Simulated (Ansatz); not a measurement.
# Fermi surface of one free-standing Ba layer cut from the bulk crystal (space group of the slab cell Cmmm)

Input file:

```yaml
crystal:
  lattice:
    - [1.955, -3.65, 0.0]
    - [1.955, 3.65, 0.0]
    - [0.0, 0.0, 13.0]
  atoms:
    - { symbol: Ba, position: [0.0, 0.0, 0.5] }
basis:
  ecutwfc: 420
kpoints:
  mp_grid: { grid: [20, 20, 1] }
hamiltonian:
  xc: pbe
  pseudopotentials: { kind: paw }
scf:
  occupations: { method: gaussian, width: 0.05 }
output:
  forces: true
  eigenvalues: true
  eigenstates:
    nscf_kmesh: { grid: [44, 44, 1] }
    top_band: c6
    de_dk: true
    localisation: false
checkpoint:
  write: ck
  compress: false
  write_wavefunctions: false
  write_every: 100000
```

Command:

```sh
ansatz run input.yaml --threads 1 --pin off --max-ram 3072MiB --backend cpu --events-out ev --progress --plain --runs-dir out
```

All numbers here come from Ansatz, DFT PBE, scalar-relativistic, plane waves, PAW; levels and slopes on a dense k mesh at the converged density. No spin polarisation. k mesh for the levels: 44×44×1. Unrelaxed database geometry.

### 1. The sheets

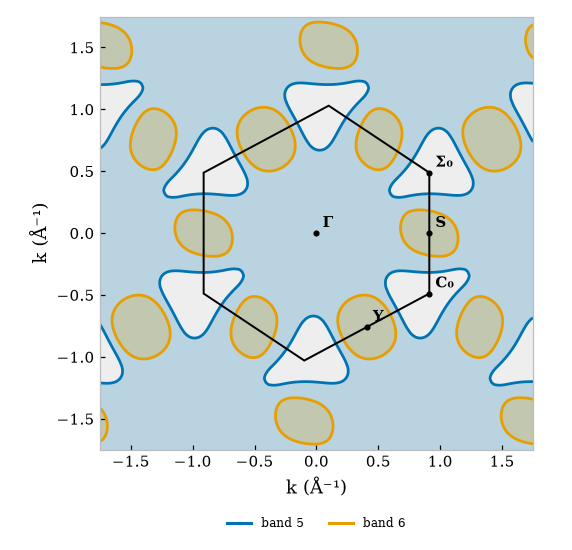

Computed Fermi surface of this layer. Contours mark where each band crosses the level; filled states are shaded.

> What does each sheet look like, and where are the electron and hole pockets?

Two bands cross the Fermi level.

Band 5: two hole pockets on the Y–C₀ line (each 8.4 % of the zone). Band 6: one electron pocket centred at Y (6.7 % of the zone) and two electron pockets centred at S (each 5.0 % of the zone).

### 2. Shifting the Fermi level

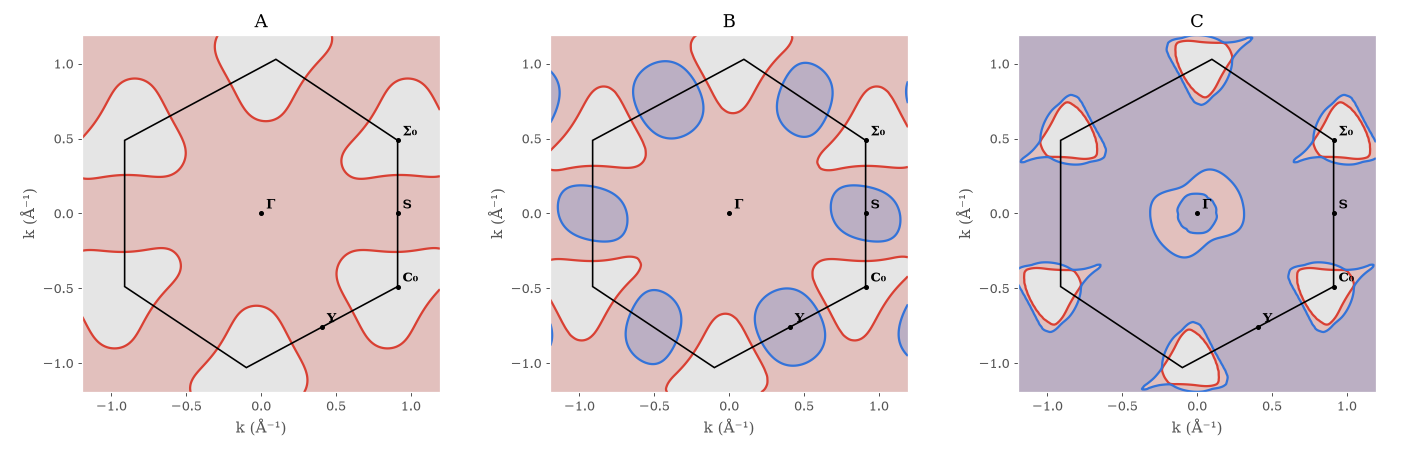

Constant-energy contours of this layer at the Fermi level, 0.25 eV below it and 0.25 eV above it, in shuffled order (rigid bands, one colour a band; states under the level are shaded).

> Which panel is which?

A lies 0.25 eV below, B is the Fermi surface and C lies 0.25 eV above: electron regions grow and hole regions shrink with energy.

> What does the calculation give for the electrons per cell that each shift takes, and for the density of states?

Lowering the level removes 0.51 electrons per primitive cell and raising it adds 1.5. The density of states goes from 0.81 through 4.0 to 12 states/eV.

### 3. Cuts and bands

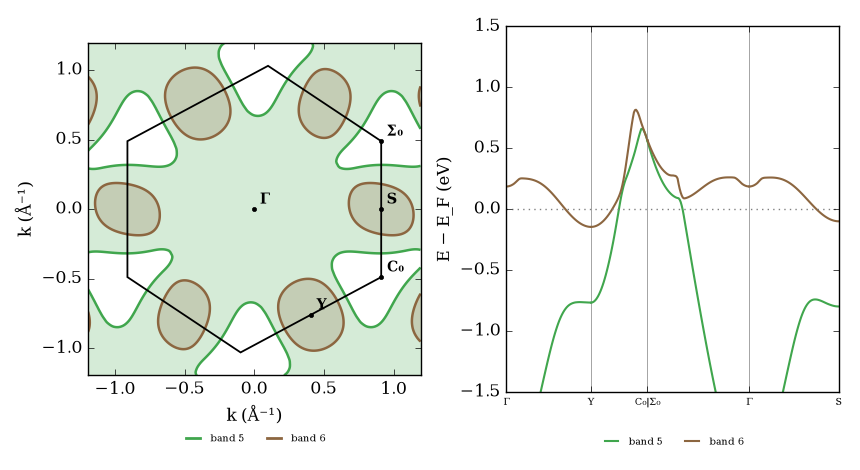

This layer: cut through the Fermi surface in the plane of the sheet, filled states shaded, and the bands that cross the Fermi level.

> Give each band's level at the labelled points, in eV from the Fermi level.

```json
{"band": "band 5", "Γ": "below", "Y": "−0.77", "S": "−0.80"}
{"band": "band 6", "Γ": "+0.19", "Y": "−0.15", "S": "−0.10"}
```

Negative values are filled states; "above" and "below" lie outside the plotted window.

Spin-orbit coupling is left out; with Ba it can split, shift or remove sheets. Necks and pockets thinner than about two mesh steps aren't resolved, so separate pockets may in truth be joined.

The run (self-consistency and the dense mesh) took 56 s on 1 thread of Arm Neoverse V2, on a shared host, peak memory 0.85 GiB.
